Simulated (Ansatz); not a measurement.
Consider this structure.

```
Al Ru
1.0
     3.07336    0.00000    0.00000
     0.00000    3.07336    0.00000
     0.00000    0.00000   27.64816
Al Ru
6 4
Direct
  0.50000 0.50000 0.27378
  0.50000 0.50000 0.37226
  0.50000 0.50000 0.47162
  0.00000 0.00000 0.52838
  0.00000 0.00000 0.62774
  0.00000 0.00000 0.72622
  0.00000 0.00000 0.31636
  0.00000 0.00000 0.42587
  0.50000 0.50000 0.57413
  0.50000 0.50000 0.68364
```

Question: What does this file describe?

Answer: It has the composition Al3Ru2. The cell comprises 2 formula units: 6 Al, 4 Ru. Neighbours within bonding distance: Al 5 to 10 (mean 8.0) and Ru 8. Not all metal-metal contacts are counted.

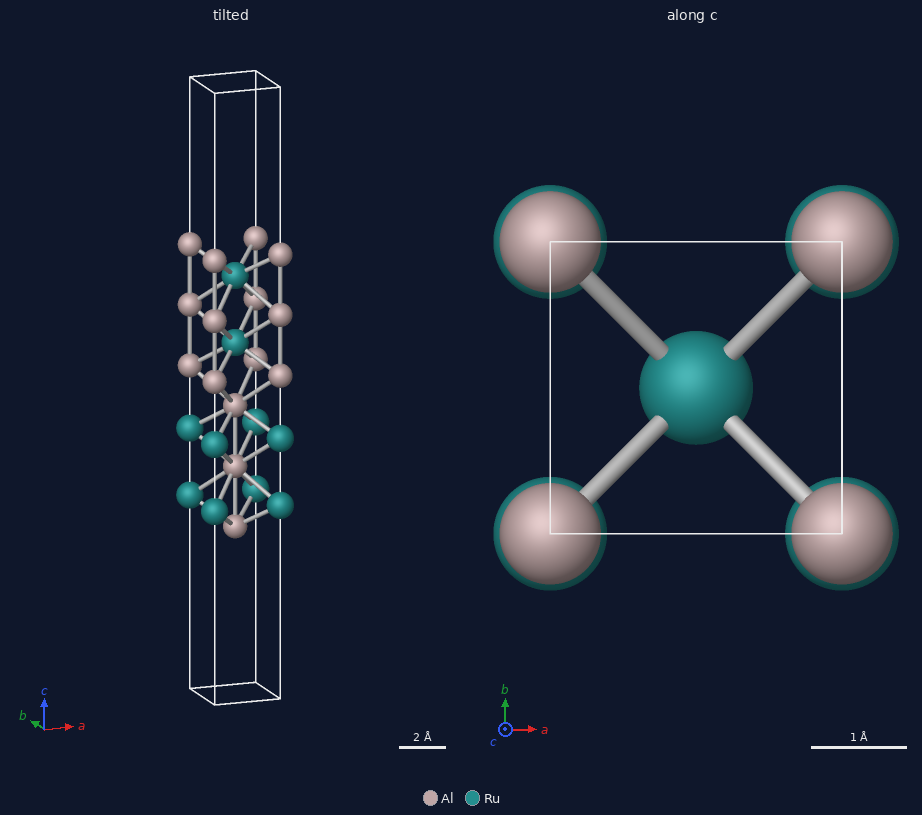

Ball-and-stick representation of a periodic structure, projected slightly off an axis and along the c axis. Thin lines show the simulation cell, with boundary atoms drawn in all their periodic places.

The structure comes from a structure listed in the Materials Project, from which a slab was cut. The atoms were relaxed in a fixed cell with Ansatz 0.2.0, DFT PBEsol, scalar-relativistic, plane waves, PAW.
